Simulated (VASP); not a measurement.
# Run report: CuO, band-structure run (part 2 of 2)

CuO (C2/c, 4 atoms in the cell); Kohn-Sham DFT of a periodic cell, MS2, VASP PAW PBE potentials, recommended, no spin polarisation (VASP 6.6.1); cutoff 520 eV, 10×10×5 k-mesh, fermi-dirac of 0.05 eV. The structure derives from an entry of the Crystallography Open Database.

Geometry of the input (Å; fractional positions):
```
2.3418  -1.7113  0.0000
2.3418  1.7113  0.0000
-0.8500  0.0000  5.0579
Cu 0.5000  -0.0000  0.5000
Cu 0.0000  0.5000  0.0000
O  0.4184  0.5816  0.7500
O  0.5816  0.4184  0.2500
```

### Parts of OUTCAR, continued
```
   k-points           NKPTS =    141   k-points in BZ     NKDIM =    141   number of bands    NBANDS=     21
   number of dos      NEDOS =    301   number of ions     NIONS =      4
   total plane-waves  NPLWV =  23040
   dimension x,y,z NGX =    24 NGY =   24 NGZ =   40
   dimension x,y,z NGXF=    48 NGYF=   48 NGZF=   80
   ions per type =               2   2
   NGX,Y,Z   is equivalent  to a cutoff of  13.76, 13.76, 12.97 a.u.
   NGXF,Y,Z  is equivalent  to a cutoff of  27.51, 27.51, 25.93 a.u.
 SYSTEM =  unknown system
   PREC   = accura    normal or accurate (medium, high low for compatibility)
   ISTART =      0    job   : 0-new  1-cont  2-samecut
   ICHARG =      2    charge: 1-file 2-atom 10-const
   ISPIN  =      1    spin polarized calculation?
   LNONCOLLINEAR =      F non collinear calculations
   LSORBIT =      F    spin-orbit coupling
   LASPH  =      T    aspherical Exc in radial PAW
   ENCUT  =  520.0 eV  38.22 Ry    6.18 a.u.   5.39  5.39  9.54*2*pi/ulx,y,z
   NELM   =     80;   NELMIN=  2; NELMDL= -5     # of ELM steps
   EDIFF  = 0.1E-05   stopping-criterion for ELM
   LREAL  =      F    real-space projection
   EDIFFG = 0.1E-04   stopping-criterion for IOM
   NSW    =      0    number of steps for IOM
   IBRION =     -1    ionic relax: 0-MD 1-quasi-New 2-CG
   NFREE  =      0    steps in history (QN), initial steepest desc. (CG)
   ISIF   =      2    stress and relaxation
   ISYM   =      2    0-nonsym 1-usesym 2-fastsym
   POTIM  = 0.5000    time-step for ionic-motion
   TEBEG  =    0.0;   TEEND  =   0.0 temperature during run
   PSTRESS=    0.0 pullay stress
   NELECT =      34.0000    total number of electrons
   NUPDOWN=      -1.0000    fix difference up-down
   EMIN   =  10.00;   EMAX   =-10.00  energy-range for DOS
   EFERMI =   0.00;   METHOD = LEGACY
   ISMEAR =    -1;   SIGMA  =   0.05  broadening in eV -4-tet -1-fermi 0-gaus
   EFERMI_NEDOS =   21; number of points for ismear=-14 and -15
   IALGO  =     38    algorithm
   IMIX   =      4    mixing-type and parameters
     AMIX     =   0.40;   BMIX     =  1.00
     AMIX_MAG =   1.60;   BMIX_MAG =  1.00
  volume/ion in A,a.u.               =      10.13        68.39
  Fermi-wavevector in a.u.,A,eV,Ry     =   1.543856  2.917465 32.429379  2.383492
  Thomas-Fermi vector in A             =   2.649460
   LORBIT       =      0    0 simple, 1 ext, 2 COOP (PROOUT), +10 PAW based schemes
   METAGGA = MS2    functional components
   LHFCALC =     F    Hartree Fock is set to
   AEXX    =    0.0000 exact exchange contribution
   IVDW    =     0    specifies the selected vdW correction
   LEPSILON=     F    determine dielectric tensor
   LRPA    =     F    only Hartree local field effects (RPA)
 non-spin polarized calculation
  energy-cutoff  :      520.00
  volume of cell :       40.54
 maximum number of plane-waves:      1129
 NGX is ok and might be reduce to    24
   NGX = 11   NGY = 11   NGZ = 19

 number of electron      34.0000001 magnetization

 Free energy of the ion-electron system (eV)
  ---------------------------------------------------
  ext. energy  EPLUGINS =         0.00000000
  ---------------------------------------------------
  free energy    TOTEN  =       -27.70774858 eV

  energy without entropy =      -27.68964484  energy(sigma->0) =      -27.69869671

 E-fermi :   5.7133     XC(G=0): -12.7693     alpha+bet :-11.5159

 val. band max:        5.7122707470   @ k =   0.5000   0.5000   0.4000
 cond. band min:       5.7150437842   @ k =   0.5000   0.2000   0.4000
 fundamental gap:      0.0027730372
 Fermi energy:         5.7132512184

 k-point     1 :       0.0000    0.0000    0.0000
  band No.  band energies     occupation
      1     -15.6001      2.00000
      2     -14.3737      2.00000
      3      -2.7532      2.00000
      4       0.0301      2.00000
      5       0.3787      2.00000
      6       1.9814      2.00000
      7       2.3298      2.00000
      8       2.3679      2.00000
      9       2.4524      2.00000
     10       2.5017      2.00000
     11       2.6935      2.00000
     12       2.8078      2.00000
     13       3.0380      2.00000
     14       3.1626      2.00000
     15       3.2675      2.00000
     16       3.6010      2.00000
     17       5.8758      0.07452
     18       6.6899      0.00000
     19       7.2615      0.00000
     20      11.6289      0.00000
     21      13.9614      0.00000

 k-point     2 :       0.1000   -0.0000    0.0000
  band No.  band energies     occupation
      1     -15.5375      2.00000
      2     -14.3523      2.00000
      3      -2.6423      2.00000
      4       0.0071      2.00000
      5       0.3438      2.00000
      6       1.3431      2.00000
      7       2.0559      2.00000
      8       2.1690      2.00000
      9       2.4050      2.00000
     10       2.6918      2.00000
     11       2.8443      2.00000
     12       2.9594      2.00000
     13       3.1876      2.00000
     14       3.2651      2.00000
     15       3.3156      2.00000
     16       3.6059      2.00000
     17       5.7744      0.45448
     18       6.5868      0.00000
     19       7.6668      0.00000
     20      12.0927      0.00000
     21      13.7051      0.00000

 k-point     3 :       0.2000   -0.0000    0.0000
  band No.  band energies     occupation
      1     -15.3684      2.00000
      2     -14.2960      2.00000
      3      -2.3443      2.00000
      4      -0.0943      2.00000
      5       0.1173      2.00000
      6       0.4236      2.00000
      7       1.6971      2.00000
      8       2.0590      2.00000
      9       2.2436      2.00000
     10       2.8042      2.00000
     11       2.9496      2.00000
     12       3.0680      2.00000
     13       3.2131      2.00000
     14       3.4911      2.00000
     15       3.5248      2.00000
     16       3.6824      2.00000
     17       5.6148      1.75510
     18       6.4164      0.00000
     19       8.6466      0.00000
     20      12.9744      0.00000
     21      13.2023      0.00000

 k-point     4 :       0.3000   -0.0000    0.0000
  band No.  band energies     occupation
      1     -15.1472      2.00000
      2     -14.2255      2.00000
      3      -1.9655      2.00000
      4      -0.8599      2.00000
      5      -0.2177      2.00000
      6       0.3794      2.00000
      7       1.4021      2.00000
      8       1.6151      2.00000
      9       2.3664      2.00000
     10       2.8518      2.00000
     11       3.0633      2.00000
     12       3.1015      2.00000
     13       3.1812      2.00000
     14       3.6323      2.00000
     15       3.7062      2.00000
     16       3.8467      2.00000
     17       5.6256      1.70482
     18       6.2527      0.00004
     19       9.7928      0.00000
     20      11.9795      0.00000
     21      14.5324      0.00000

 k-point     5 :       0.4000   -0.0000    0.0000
  band No.  band energies     occupation
      1     -14.9566      2.00000
      2     -14.1681      2.00000
      3      -1.6746      2.00000
      4      -1.5557      2.00000
      5      -0.3036      2.00000
      6       0.4120      2.00000
      7       1.2008      2.00000
      8       1.2332      2.00000
      9       2.5206      2.00000
     10       2.8685      2.00000
     11       3.0115      2.00000
     12       3.0889      2.00000
     13       3.2468      2.00000
     14       3.7701      2.00000
     15       3.8532      2.00000
     16       4.0233      2.00000
     17       5.7109      1.02381
     18       6.0928      0.00101
     19      10.6169      0.00000
     20      11.3906      0.00000
     21      13.6139      0.00000

 [... the levels of 18 k-points are left out ...]

 k-point    24 :       0.4000    0.3000    0.0000
  band No.  band energies     occupation
      1     -14.6980      2.00000
      2     -14.1219      2.00000
      3      -1.4120      2.00000
      4      -1.0907      2.00000
      5      -0.1132      2.00000
      6       0.2282      2.00000
      7       0.3102      2.00000
      8       1.4560      2.00000
      9       2.6328      2.00000
     10       2.7181      2.00000
     11       3.0013      2.00000
     12       3.0509      2.00000
     13       3.3226      2.00000
     14       3.3587      2.00000
     15       3.7653      2.00000
     16       4.2999      2.00000
     17       4.8751      2.00000
     18       6.4882      0.00000
     19       9.9714      0.00000
     20      12.1845      0.00000
     21      14.7477      0.00000

 [... further k-points ...]

------------------------ aborting loop because EDIFF is reached ----------------------------------------

  FORCE on cell =-STRESS in cart. coord.  units (eV):
  Direction    XX          YY          ZZ          XY          YZ          ZX
  --------------------------------------------------------------------------------------
  -------------------------------------------------------------------------------------
  Total       -0.4170750      0.2018228     -0.6499560      0.0000000      0.0000000     -0.2087698
  in kB      -16.4832128      7.9762361    -25.6869012      0.0000000      0.0000000     -8.2507888
  external PRESSURE =     -11.3979593 kB  Pullay stress =       0.0000000 kB

 VOLUME and BASIS-vectors are now :
 -----------------------------------------------------------------------------
  energy-cutoff  :      520.00
  volume of cell :       40.54
      direct lattice vectors                 reciprocal lattice vectors
     2.341850000 -1.711300000  0.000000000     0.213506416 -0.292175539  0.035881968
     2.341850000  1.711300000  0.000000000     0.213506416  0.292175539  0.035881968
    -0.850027427  0.000000000  5.057869395     0.000000000  0.000000000  0.197711709

 POSITION                                       TOTAL-FORCE (eV/Angst)
 -----------------------------------------------------------------------------------
      0.74591     -0.85565      2.52893         0.000000     -0.000000      0.000000
      1.17092      0.85565      0.00000         0.000000     -0.000000      0.000000
      1.70433      0.27928      3.79340         0.000000     -0.277242      0.000000
      2.12934     -0.27928      1.26447        -0.000000      0.277242     -0.000000
 -----------------------------------------------------------------------------------
    total drift:                                0.000000      0.000000     -0.000000

  FREE ENERGIE OF THE ION-ELECTRON SYSTEM (eV)
  ---------------------------------------------------
  free  energy   TOTEN  =       -27.7077485798 eV

  energy  without entropy=      -27.6896448421  energy(sigma->0) =      -27.69869671
```

### CONTCAR
```
CuO
   1.00000000000000
     2.3418500000000000   -1.7113000000000000    0.0000000000000000
     2.3418500000000000    1.7113000000000000    0.0000000000000000
    -0.8500274268000000    0.0000000000000000    5.0578693947000000
  Cu              O
     2     2
Direct
     0.5000000000000000    0.0000000000000000    0.5000000000000000
     0.0000000000000000    0.5000000000000000    0.0000000000000000
     0.4183999999999983    0.5816000000000017    0.7500000000000000
     0.5816000000000017    0.4183999999999983    0.2500000000000000

  0.00000000E+00  0.00000000E+00  0.00000000E+00
  0.00000000E+00  0.00000000E+00  0.00000000E+00
  0.00000000E+00  0.00000000E+00  0.00000000E+00
  0.00000000E+00  0.00000000E+00  0.00000000E+00
```

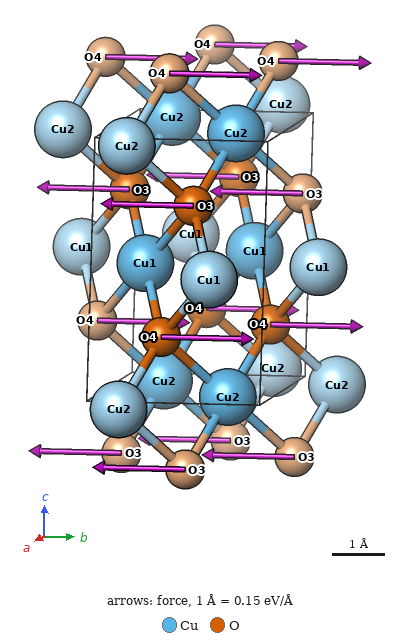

*Forces on the atoms as pink arrows (ball-and-stick view of the cell 2 times as large as that of the calculation, set on its symmetry axes, seen slightly off an axis; neighbours outside the cell are drawn fainter; atoms are numbered from 1 in the order of the input).*

The largest act on O3, O4 (0.28 eV/Å). The geometry is not a stationary point of this energy.

### Key numbers

- outcome: converged
- space group (tolerance 0.01 Å): C2/c (15)
- electrons treated: 34
- free energy: −27.7077 eV
- Fermi energy of the self-consistent step: 5.713 eV
- gap on the k-point mesh: none (metallic)
- gap on the band path: 0.00 eV
- pressure: −1.14 GPa
- largest force (length of the vector): 0.277 eV/Å
- wall time: 4.8 min
- peak memory: 0.31 GiB

The run has no spin polarisation, so a magnetic state may lie lower.
